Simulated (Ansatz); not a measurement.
# TaN (slab): what the fields show

The calculation's input:

```
crystal:
  lattice:
    - [3.1088180371, 0.0, 0.0]
    - [0.0, 3.1088180371, 0.0]
    - [0.0, 0.0, 25.9913315776]
  atoms:
    - { symbol: Ta, position: [0.0, 0.0, 0.2885577439] }
    - { symbol: "N", position: [0.5, 0.5, 0.2885577439] }
    - { symbol: Ta, position: [0.5, 0.5, 0.3731346463] }
    - { symbol: "N", position: [0.0, 0.0, 0.3731346463] }
    - { symbol: Ta, position: [0.0, 0.0, 0.4577115488] }
    - { symbol: "N", position: [0.5, 0.5, 0.4577115488] }
    - { symbol: Ta, position: [0.5, 0.5, 0.5422884512] }
    - { symbol: "N", position: [0.0, 0.0, 0.5422884512] }
    - { symbol: Ta, position: [0.0, 0.0, 0.6268653537] }
    - { symbol: "N", position: [0.5, 0.5, 0.6268653537] }
    - { symbol: Ta, position: [0.5, 0.5, 0.7114422561] }
    - { symbol: "N", position: [0.0, 0.0, 0.7114422561] }
basis:
  ecutwfc: 500
kpoints:
  mp_grid: { grid: [11, 11, 1] }
hamiltonian:
  xc: r2scan
scf:
  occupations: { method: gaussian, width: 0.1 }
output:
  forces: true
  eigenvalues: true
  write_density: true
  write_potential: true
  elf: true
  volumetric_format: npy
relax:
  adjacent_minimum: "off"
  f_tol: 0.02
  max_steps: 60
efield:
  axis: 3
  dipole_correction: true
  ramp_width: 0.04
```

Run with:

```sh
ansatz run input.yaml --threads 1 --pin off --max-ram 2560MiB --backend cpu --events-out ev --progress --plain --runs-dir out
```

The fields are those of the relaxed geometry.

Computed with DFT r2SCAN, scalar-relativistic, plane waves, PAW in Ansatz.

Core electrons are frozen (PAW), and the valence fields are smoothed inside the atomic spheres.

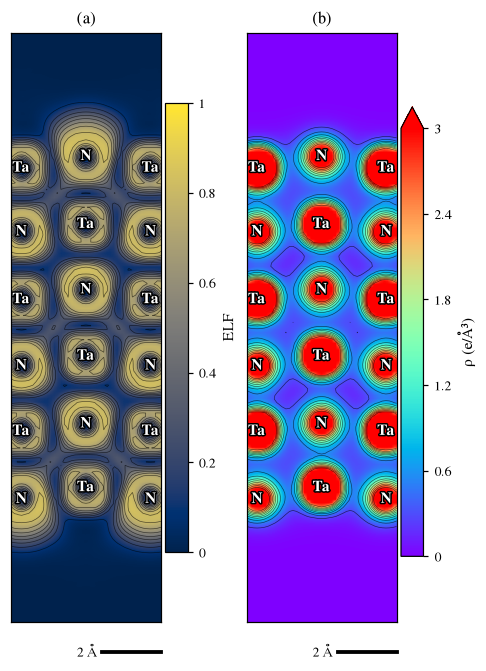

Figure 1. (a) electron localisation function; (b) valence pseudo-density on the (11̄0) plane of the calculation cell, a cut from vacuum to vacuum.

### Describe what can be read from this map.

Atoms in the plane: Ta and N. Ta–N (2.17 Å): ρ at the midpoint is about 0.58 e/Å³; the ELF peaks at about 0.80 in the valence shell of N, 0.6 Å from its nucleus, and is about 0.15 at the midpoint (no localised pair shows between them). Ta–Ta (2.91 Å): the density is about 0.3 e/Å³ at the midpoint; the ELF is about 0.30 at the midpoint (no localised pair shows between them). Ta–N (2.21 Å): ρ is about 0.52 e/Å³ halfway; the ELF peaks at about 0.80 in the valence shell of N, 0.7 Å from its nucleus, and is about 0.15 at the midpoint: no shared electron pair shows on this line. Ta–N (2.26 Å): ρ at the midpoint is about 0.46 e/Å³; the ELF peaks at about 0.80 in the valence shell of N, 0.6 Å from its nucleus, and is about 0.10 at the midpoint (no localised pair shows between them). Ta–N (2.30 Å): ρ at the midpoint is about 0.4 e/Å³; the ELF peaks at about 0.80 in the valence shell of N, 0.7 Å from its nucleus, and is about 0.10 at the midpoint: no shared electron pair shows on this line. The density dies away to nearly zero in the vacuum. The features right at Ta lie inside the PAW spheres, where the map follows smoothed inner orbitals and isn't to be read closely.

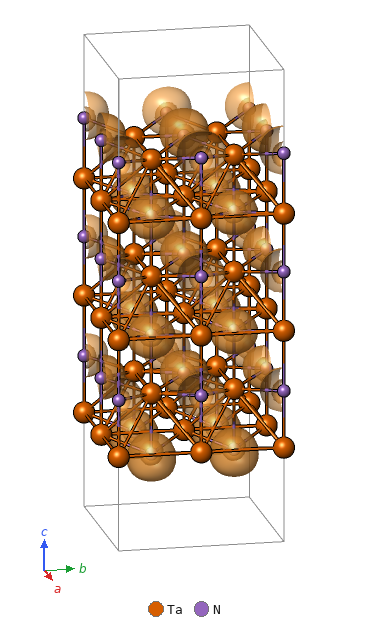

Figure 2. Isosurface of the electron localisation function at 0.7 (orange), seen slightly off an axis. Core shells and regions of very low density are left out. Sticks mark near contacts.

### What do the ELF domains correspond to?

At this value the surface marks out six regions wrapped around N (the valence shell of each), counted in one cell of 12 atoms. Counts are for one cell; the picture repeats the cell along the surface.

### Metal or insulator at this level of theory?

It is metallic or semimetallic at this level of theory: no gap opens.
